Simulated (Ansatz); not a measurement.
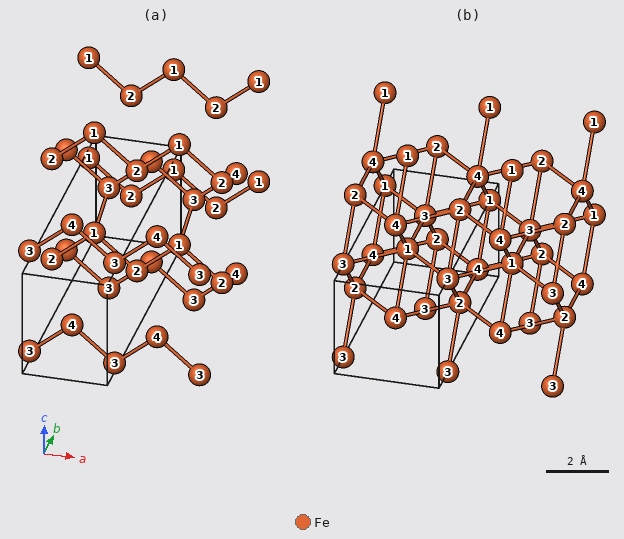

The structure of crystalline Fe (built on the black phosphorus_64 type) (coarse preliminary run) before (left) and after (right) a relaxation, at one scale.

The picture is a ball-and-stick view of the conventional cell (2 times the calculation's cell), repeated 2 × 1 × 2 with one cell outlined, seen from a free direction. Lengths and directions refer to the drawn axes.

Case: black phosphorus type (Cmce, No. 64).

Computed with DFT PBE, scalar-relativistic, plane waves, PAW in Ansatz 0.2.0. Settings: plane-wave cutoff 420 eV; k-point mesh 6 × 6 × 4; occupations gaussian; smearing width 0.1 eV; no spin polarisation; cell and atoms relaxed; force threshold 0.04 eV/Å; at most 70 steps.

Question: What changed between the two?

Answer: After 17 accepted moves (21 points after the start) the energy has fallen by 1402 meV per atom. Largest force component: 5.5 eV/Å at the start, 0.0012 eV/Å at the end. The pressure goes from 50.08 to 0.08 GPa. The line search rejected the trial steps at points 4, 10 of the run. The SCF was repeated twice at an unchanged geometry on a basis and grid sized afresh for the cell, which shifted the energy by 22.4 meV per atom at most. The largest moves relative to the cell, 0.49 Å, are those of Fe1, Fe2, Fe3 and Fe4. Fe2 goes along [0 −1 −2]. Cell: a 2.860 → 3.522 Å (+23.1 %), b 9.072 → 7.338 Å (−19.1 %), c 3.784 → 3.509 Å (−7.3 %). Volume −7.6 %. Some distances before and after: Fe1–Fe4 3.344 → 2.301 Å, Fe1–Fe3 3.180 → 2.306 Å, Fe1–Fe2 1.874 → 2.486 Å, Fe1–Fe2 (another image) 2.944 → 2.486 Å. New bonds form: Fe1–Fe3 (3.18 → 2.31 Å), Fe1–Fe4 (3.34 → 2.30 Å), Fe2–Fe3 (3.34 → 2.30 Å), Fe2–Fe4 (3.18 → 2.31 Å). Bonds break: Fe1–Fe2 (1.87 → 2.49 Å), Fe3–Fe4 (1.87 → 2.49 Å). The space group (tolerance 0.01 Å) goes from Cmce (No. 64) to Fmmm (No. 69). The run took roughly 50 core-seconds on a shared host.

Limits of the set-up: the k-point mesh is coarse for a cell with partly filled bands.
